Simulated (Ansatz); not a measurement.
The structure in question:

```cif
data_structure
_symmetry_space_group_name_H-M 'P 1'
_symmetry_Int_Tables_number 1
_cell_length_a 3.0650
_cell_length_b 3.0650
_cell_length_c 4.8889
_cell_angle_alpha 90.000
_cell_angle_beta 90.000
_cell_angle_gamma 120.000
_cell_volume 39.77
loop_
_atom_site_label
_atom_site_type_symbol
_atom_site_fract_x
_atom_site_fract_y
_atom_site_fract_z
_atom_site_occupancy
Al1 Al 0.66667 0.33333 0.49855 1
Al2 Al 0.33333 0.66667 0.99855 1
N1 N 0.66667 0.33333 0.88145 1
N2 N 0.33333 0.66667 0.38145 1
```

**What does this file describe?**

The structure is one of AlN. The lattice is primitive hexagonal and the space group P6_3mc (No. 186). Prototype: wurtzite. The cell comprises 2 formula units: 2 Al, 2 N. About every Al there are four N in a tetrahedral arrangement at 1.86 to 1.87 Å. The coordination shell of N holds four Al in a tetrahedral arrangement at 1.86 to 1.87 Å. The bonds build a three-dimensional framework.

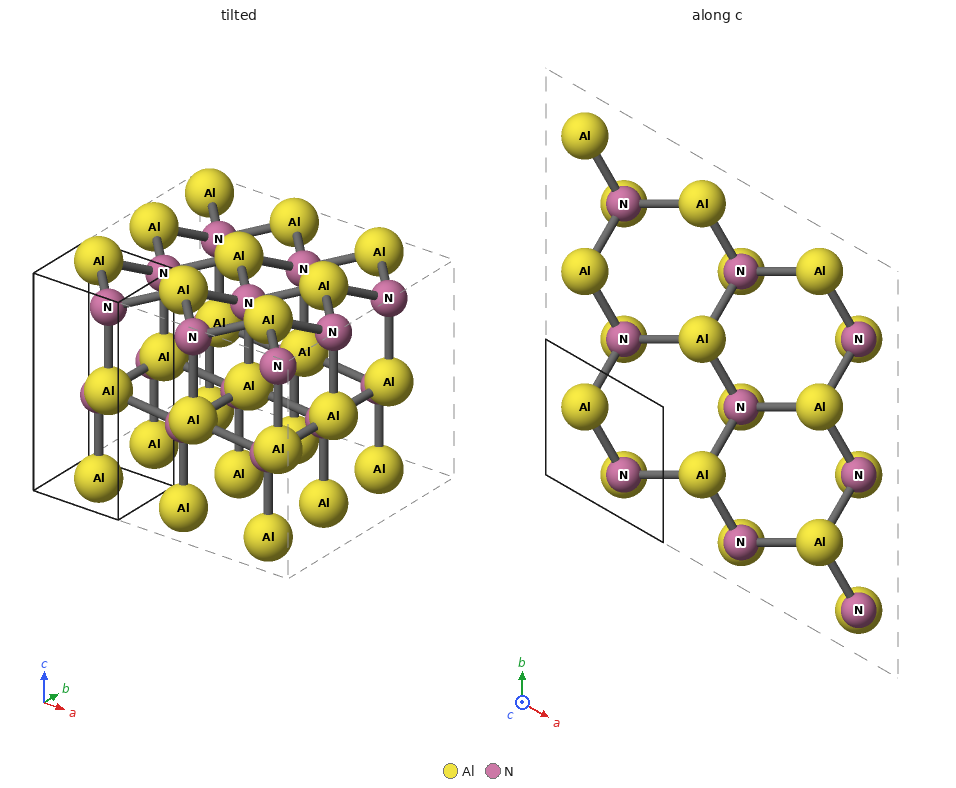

Shown here is a ball-and-stick view of the crystal, taken slightly off an axis and along the c axis. Shown are 3×3×1 repeats of the conventional unit cell, one of them outlined in solid lines. Colours: aluminium yellow, nitrogen pink.

Origin of the cell: a structure listed in the Materials Project. Earlier steps of the study may have refined or changed the cell and positions. A calculation with Ansatz used it as input.

At this level of theory the cell isn't at rest (compressed, at 15 GPa), so its distances can differ from those at equilibrium, the more so the softer the solid.
